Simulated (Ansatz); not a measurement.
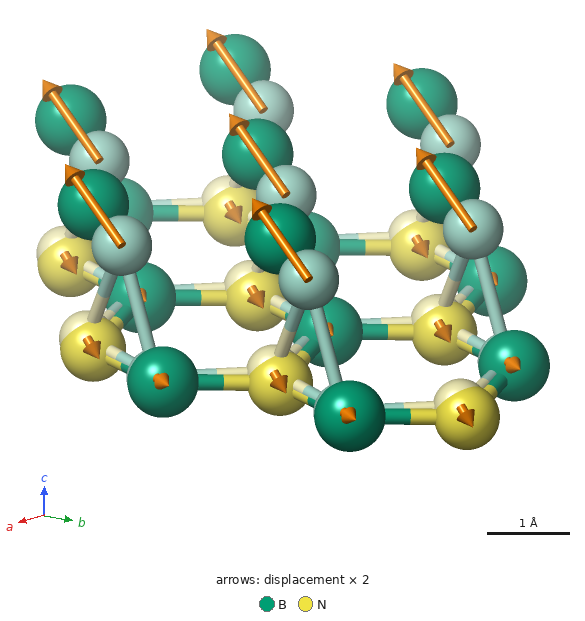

A constrained relaxation of a slab of composition B4N3 (cut from the R3m phase). The starting structure is drawn faded, the final one solid; orange arrows show the displacements, magnified 2 times.

The picture is a ball-and-stick view of the atoms within 4.2 Å of the atom that moves most (axes of the 3 × 3 repeat of the cell, outlined in the plane, without the vacuum), seen from a free direction.

Case: B put at a bridge B-N site. The slab is the (0 0 1) face of BN with B on it. 2 atoms are held fixed.

Level of theory: DFT PBE+D3(BJ), scalar-relativistic, plane waves, PAW in Ansatz. (plane-wave cutoff 420 eV; k-point mesh 12 × 12 × 1; occupations gaussian; smearing width 0.05 eV; collinear spin; dipole correction; atoms relaxed in a fixed cell; force threshold 0.03 eV/Å; at most 70 steps)

Atoms of which element are displaced furthest, and by how much?

Boron: up to 0.68 Å, against 0.16 Å for nitrogen.

What happened in the run?

Over 9 accepted moves (10 points after the start) the energy falls by 1.067 eV per cell of the calculation. Largest force component: 4.2 eV/Å at the start, 0.017 eV/Å at the end. The line search rejected the trial step at point 8 of the run. The atom that moves furthest is a B atom (0.68 Å at 61° to the normal (+c side)). Largest moves by element: B 0.68 Å, N 0.16 Å. The cell stays as it was. Near-neighbour distances that change, for instance: B–B 1.685 → 2.356 Å, B–N 1.683 → 1.949 Å. Bonds break: B–B (1.69 → 2.36 Å). The program noted that the starting moments weren't kept.

Limits of the set-up: the periodic images lie only 2.5 Å apart, so the values are limited by the cell's size.
